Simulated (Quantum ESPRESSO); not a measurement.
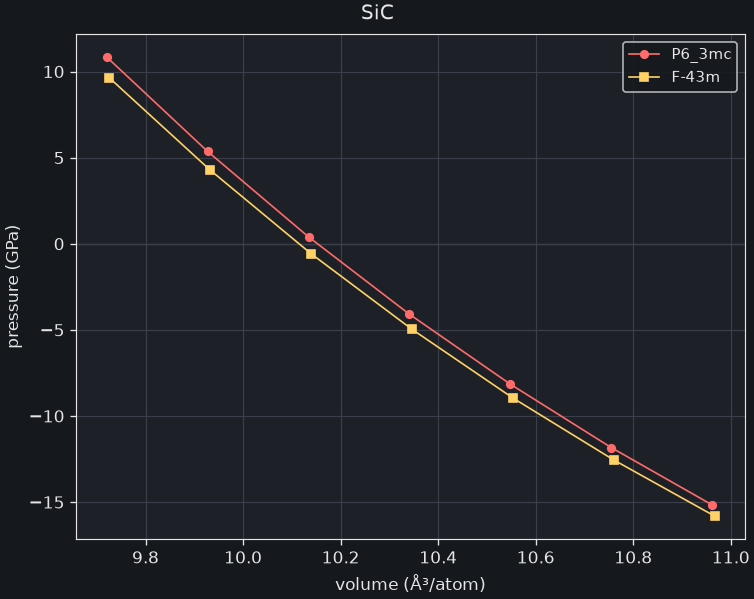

Calculation (Quantum ESPRESSO 7.5): plane-wave DFT, no spin polarisation; energies at scaled volumes of the given cell, shape and fractions fixed, counted from the fit's minimum, third-order Birch-Murnaghan fit. Level: LDA.

```tsv
setting	value
occupations	Fermi–Dirac
smearing width	0.05 eV
```

Pressure against volume, with one curve for each structure, for SiC.

Settings that differ: P6_3mc: density cutoff 4900 eV, wave cutoff 612 eV, k mesh 10×10×5, potentials GBRV-1.5-LDA; F-43m: density cutoff 4460 eV, wave cutoff 1120 eV, k mesh 10×10×10, potentials PseudoDojo-0.4.1-SR-LDA-standard.

The fitted equilibrium volumes, smallest first, are F-43m 10.117, P6_3mc 10.158 Å³/atom. The fitted bulk moduli, smallest first, are F-43m 228.2, P6_3mc 228.9 GPa. For P6_3mc, the pressure falls from 10.84 GPa at volume 9.72 Å³/atom to −15.16 GPa at 10.96 Å³/atom, and changes sign near 10.15 Å³/atom. For F-43m, the pressure falls from 9.65 GPa at volume 9.73 Å³/atom to −15.81 GPa at 10.97 Å³/atom, and changes sign near 10.11 Å³/atom.

Limits of the calculation: shape and atomic fractions are frozen while scaling, which makes layered, chain and framework solids too stiff.

Input of one of the runs behind the figure:
```
&CONTROL
  calculation = 'scf'
  prefix = 'pwscf'
  outdir = './tmp'
  pseudo_dir = './pseudo'
  tprnfor = .true.
  tstress = .true.
  disk_io = 'nowf'
/
&SYSTEM
  ibrav = 0
  nat = 2
  ntyp = 2
  ecutwfc = 82
  nbnd = 9
  occupations = 'smearing'
  smearing = 'fd'
  degauss = 0.00367493
/
&ELECTRONS
  conv_thr = 4d-10
  electron_maxstep = 120
  mixing_beta = 0.5
/
ATOMIC_SPECIES
Si    28.0850 Si.upf
C     12.0110 C.upf
CELL_PARAMETERS angstrom
   0.0000000000    2.1790000000    2.1790000000
   2.1790000000    0.0000000000    2.1790000000
   2.1790000000    2.1790000000    0.0000000000
ATOMIC_POSITIONS crystal
Si     0.0000000000    0.0000000000    0.0000000000
C      0.7500000000    0.7500000000    0.7500000000
K_POINTS automatic
10 10 10 0 0 0
```

Run as:
```bash
OMP_NUM_THREADS=1 pw.x -in pw.in > pw.out
```
